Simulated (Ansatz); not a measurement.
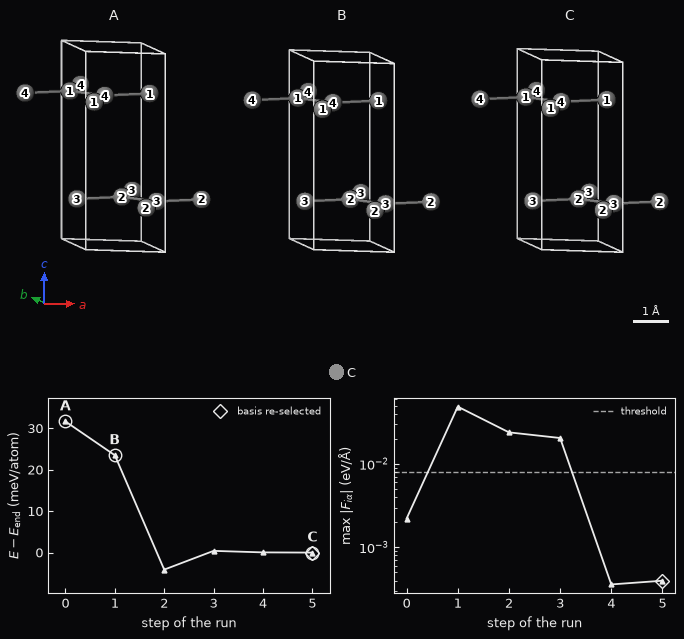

Frames of a relaxation of crystalline C (set up in Cmme), marked on the history of the run. The picture is a ball-and-stick view of the cell of the calculation, seen slightly off an axis.

Case: relaxed at 25 GPa.

All numbers below come from DFT r2SCAN, scalar-relativistic, plane waves, PAW (Ansatz). Settings: plane-wave cutoff 500 eV; k-point mesh 20 × 20 × 8; occupations gaussian; smearing width 0.1 eV; target pressure 25 GPa; no spin polarisation; cell and atoms relaxed; force threshold 0.008 eV/Å; at most 50 steps.

> What happens along the run?

No atom moves by more than 0.005 Å relative to the cell. The volume changes by −0.5 %, with a = b 2.369 → 2.414 Å (+1.9 %), c 5.819 → 5.571 Å (−4.3 %). Some distances before and after: C1–C4 1.369 → 1.396 Å. The space group stays Fmmm (No. 69). After 4 accepted moves (5 points after the start) the energy has fallen by 31.7 meV per atom. With the target pressure of 25 GPa, the enthalpy E + pV changes by −37.6 meV per atom. The largest force component goes from 0.0022 to 0.0004 eV/Å. Pressure: 45.10 GPa at the start and 25.00 GPa at the end. At 1 point the geometry stayed and the basis and grid were re-selected for the new cell (energy shift of less than 0.05 meV per atom at most each time). From step 0 to 1: volume −2.4 %, energy −8.2 meV per atom. From step 1 to 5: volume +1.9 %, energy −23.5 meV per atom.

| step | E − E(0), meV/atom | largest force component, eV/Å | pressure, GPa | volume, Å³/atom | note |
| --- | --- | --- | --- | --- | --- |
| 0 | 0.00 | 0.0022 | 45.10 | 7.077 |  |
| 1 | -8.16 | 0.0487 | 33.04 | 6.910 |  |
| 2 | -35.77 | 0.0239 | 24.60 | 7.067 |  |
| 3 | -31.24 | 0.0205 | 24.94 | 7.037 |  |
| 4 | -31.61 | 0.0004 | 25.00 | 7.040 |  |
| 5 | -31.66 | 0.0004 | 25.00 | 7.040 | same geometry, new basis |

Limits of the set-up: layers or molecules are held without a dispersion correction, so their spacing is unreliable.
